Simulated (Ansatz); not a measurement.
## MgO: an electron-density study

Space group Ibam; the calculation finds a residual pressure of about 4 GPa at this fixed cell. This isn't the usual form at ambient conditions. The cell comes from a database of computed structures, not from a measurement.

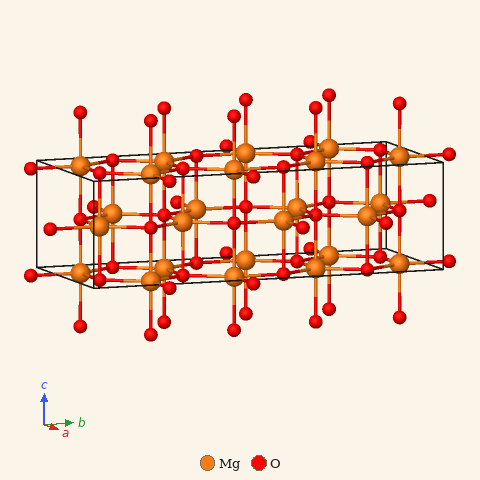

The conventional cell.

The calculation's input:

```
crystal:
  lattice:
    - [0.0, 0.0, 4.15478268]
    - [-6.12911966, 0.0, 0.0]
    - [3.06455983, -7.19588289, -2.07739134]
  atoms:
    - { symbol: Mg, position: [0.07077674, 0.40449992, 0.14155348] }
    - { symbol: Mg, position: [0.92922326, 0.59550008, 0.85844652] }
    - { symbol: Mg, position: [0.42922326, 0.26294644, 0.85844652] }
    - { symbol: Mg, position: [0.57077674, 0.73705356, 0.14155348] }
    - { symbol: Mg, position: [0.69007739, 0.35378801, 0.38015478] }
    - { symbol: Mg, position: [0.30992261, 0.64621199, 0.61984523] }
    - { symbol: Mg, position: [0.80992262, 0.97363324, 0.61984523] }
    - { symbol: Mg, position: [0.19007738, 0.02636676, 0.38015476] }
    - { symbol: O, position: [0.19016132, 0.35466462, 0.38032264] }
    - { symbol: O, position: [0.80983868, 0.64533538, 0.61967736] }
    - { symbol: O, position: [0.30983868, 0.97434198, 0.61967736] }
    - { symbol: O, position: [0.69016132, 0.02565802, 0.38032264] }
    - { symbol: O, position: [0.57076556, 0.40068755, 0.14153112] }
    - { symbol: O, position: [0.42923444, 0.59931245, 0.85846888] }
    - { symbol: O, position: [0.92923444, 0.25915643, 0.85846888] }
    - { symbol: O, position: [0.07076556, 0.74084357, 0.14153112] }
basis:
  ecutwfc: 500
  fft_grid_basis: typed
kpoints:
  mp_grid: { grid: [6, 6, 6] }
hamiltonian:
  xc: pbe
scf:
  occupations: { method: gaussian, width: 0.05 }
output:
  forces: true
  stress: true
  eigenvalues: true
  bader: true
  write_density: true
  volumetric_format: npy
  elf: true
```

Run with:

```sh
ansatz run input.yaml --threads 4 --pin off --max-ram 8192MiB --backend cpu --events-out ev --progress --plain --runs-dir out
```

The picture shows the conventional cell (a = 6.13 Å, b = 14.39 Å, c = 4.15 Å, α = 90.00°, β = 90.00°, γ = 90.00°).

Theory: DFT PBE, scalar-relativistic, plane waves, PAW (Ansatz).

Core electrons are frozen (PAW), so the maps are meaningful between the atoms, not at the nuclei.

Part 1: Bonding charge

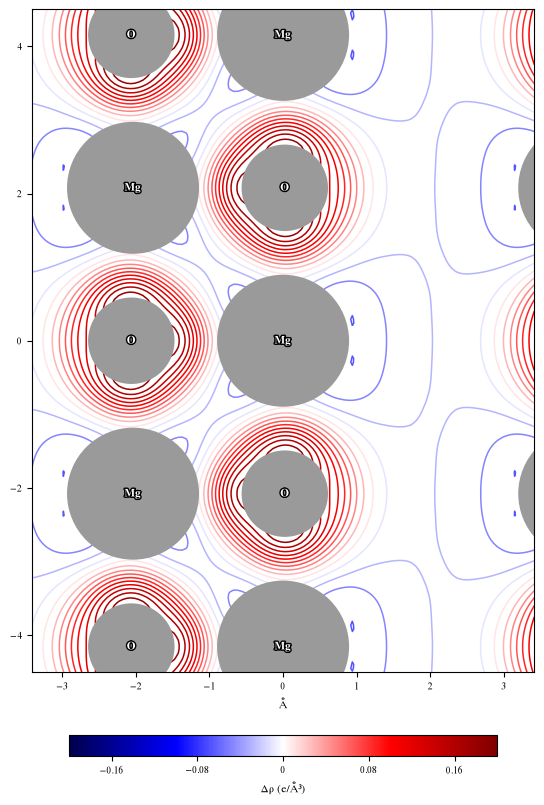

Deformation density (self-consistent density less superposed neutral spherical atoms): a map on the (010) plane of the conventional cell, with grey discs over the atomic cores. Cores are masked to 0.9 Å (Mg) and 0.6 Å (O).

Question: Where does charge go when the atoms form this crystal?

Answer: Mg–O (2.00 Å): Δρ is +0.07 e/Å³ at the midpoint (close to a masked core, so read it with care).
- Mg–Mg (2.88 Å): Δρ is −0.04 e/Å³ at the midpoint.
- Over the whole cell, outside the masked cores, the largest gain lies at the edge of the masked core of O, and the largest loss, 0.07 e/Å³, lies 1.0 Å from a magnesium nucleus.
- The rearranged charge, half the integral of |Δρ|, is about 0.28 e an atom.
- Bader charges: Mg +1.71 and O −1.71 e.

Part 2: One group of states

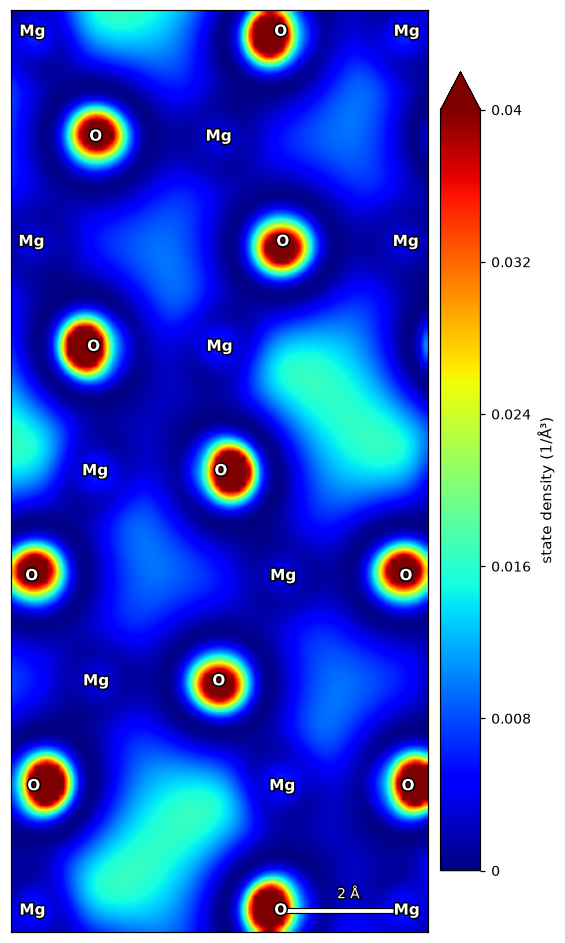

Density of the Kohn–Sham states from +3.2 to +3.8 eV about the valence-band maximum (the bottom of the conduction band), scaled to one electron a cell: a map on the (001) plane of the conventional cell.

Question: What is the character of these states?

Answer: Projected on a minimal set of atomic orbitals (Löwdin), they are Mg 3s (65 %) and O 2s (30 %). In space (atomic cells sized by Bader volumes) the density divides as O about 90 % and Mg about 10 %. The two measures disagree here: the projection uses a minimal set of atomic orbitals, while the spatial cells share out diffuse density by volume. It nearly vanishes midway along the shortest Mg–O contact.

Part 3: Another level of theory

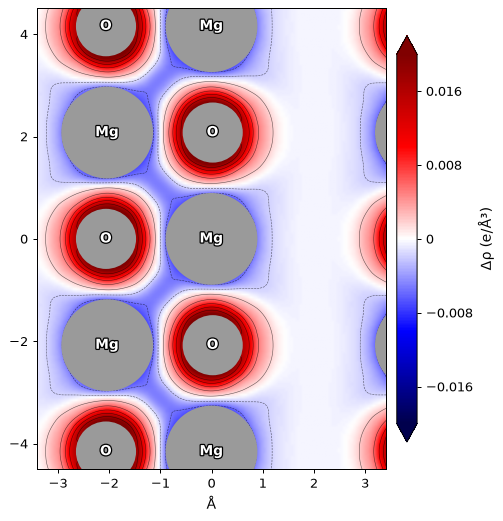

MgO: difference of two self-consistent densities at the same geometry, ρ(r2SCAN) − ρ(PBE), on the (010) plane of the conventional cell. Grey discs cover the cores, where the PAW densities can't be compared. Cores are masked to 0.9 Å (Mg) and 0.6 Å (O).

Both runs: Ansatz, scalar-relativistic, plane waves and PAW, same cutoff, k-points and PAW files (made with PBE).

Question: What differs between the two levels of theory?

Answer: Against PBE, and outside the masked cores, the largest gain lies at the edge of the masked core of O, and the largest loss lies at the edge of the masked core of Mg. Bader charges are Mg +1.71 and O −1.71 e with PBE and Mg +1.74 and O −1.74 e with r2SCAN. At this volume the pressure is 4 GPa with PBE and 0 GPa with r2SCAN. The gap on the mesh is 3.21 eV with PBE and 3.75 eV with r2SCAN.

Part 4: Change of volume

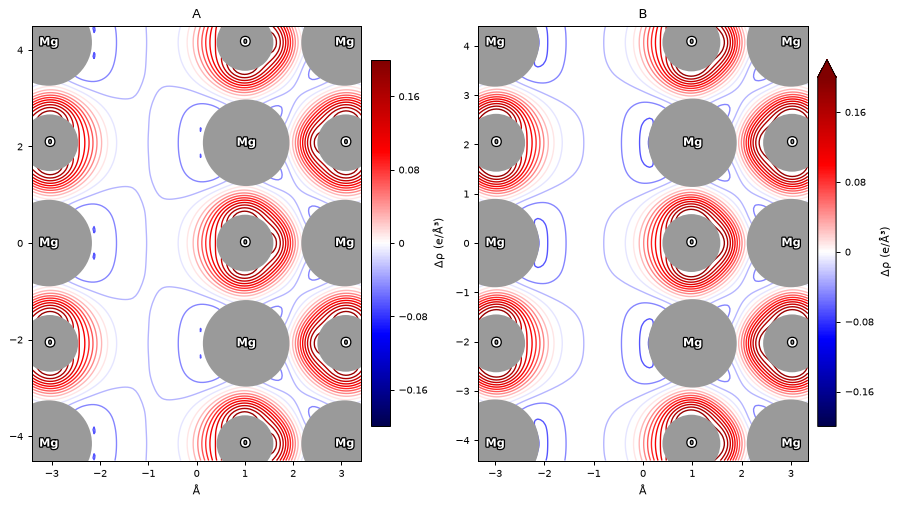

MgO: deformation density on the (010) plane of the conventional cell at two volumes, with the same fractional coordinates and one colour scale. Grey discs cover the cores. Panel B has 94 % of the volume of panel A.

Question: How do bonds, bonding charge and pressure respond to this change of volume?

Answer: The pressure is 4 GPa in A and 14 GPa in B. Bader charges stay at Mg +1.71 and O −1.71 e. The rearranged charge is 0.28 e an atom in A and 0.28 e in B.

Part 5: Putting it together

Charge passes from Mg (Pauling electronegativity 1.31) to O (3.44), the direction that the scale predicts; the Bader charges fall short of whole formal charges, as they usually do. The two pressures give a mean stiffness −ΔP/Δln V of about 154 GPa over this range, with the atoms held at their fractional positions.

Run times: 29 s (base cell), 7.2 s (state densities), 37 s (r2SCAN) and 30 s (scaled cell), on 4 threads of Intel(R) Xeon(R) 6975P-C (Granite Rapids), with other jobs on the host.
